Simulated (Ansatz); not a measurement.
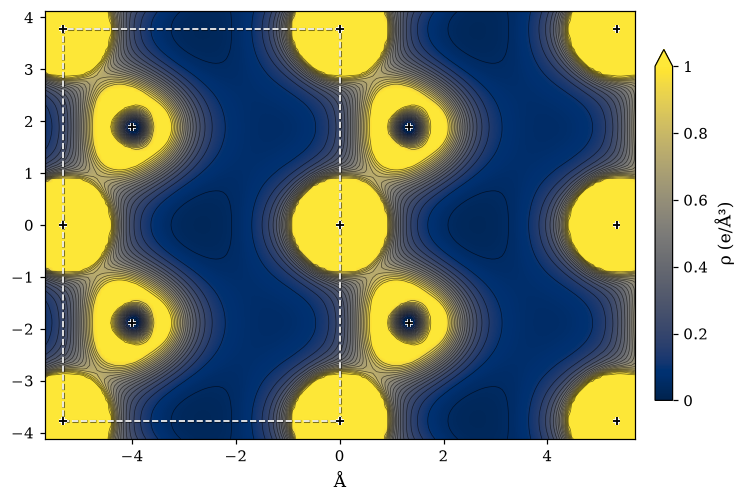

The valence electron density on a plane through atoms (crosses mark nuclei in the plane).

The calculation used DFT PBE, scalar-relativistic, plane waves, PAW (Ansatz).

Candidates:
A. ZnS, a = 6.63 Å, b = 3.82 Å, c = 9.77 Å, α = 90.00°, β = 106.42°, γ = 90.00°. Space group Cm.
B. WS, a = 5.33 Å, b = 5.33 Å, c = 5.33 Å, α = 90.00°, β = 90.00°, γ = 90.00°. Space group F-43m; started from the zinc blende prototype, which need not be the ambient phase.
C. Pt, a = 3.92 Å, b = 2.77 Å, c = 11.08 Å, α = 90.00°, β = 90.00°, γ = 90.00°. Space group Fm-3m; computed pressure about 12 GPa in this cell.

Question: Which candidate gave the map?

Answer: Candidate B: WS on the (011) plane of the conventional cell, which holds W and S. W–S (2.31 Å): ρ at the midpoint is about 0.74 e/Å³.
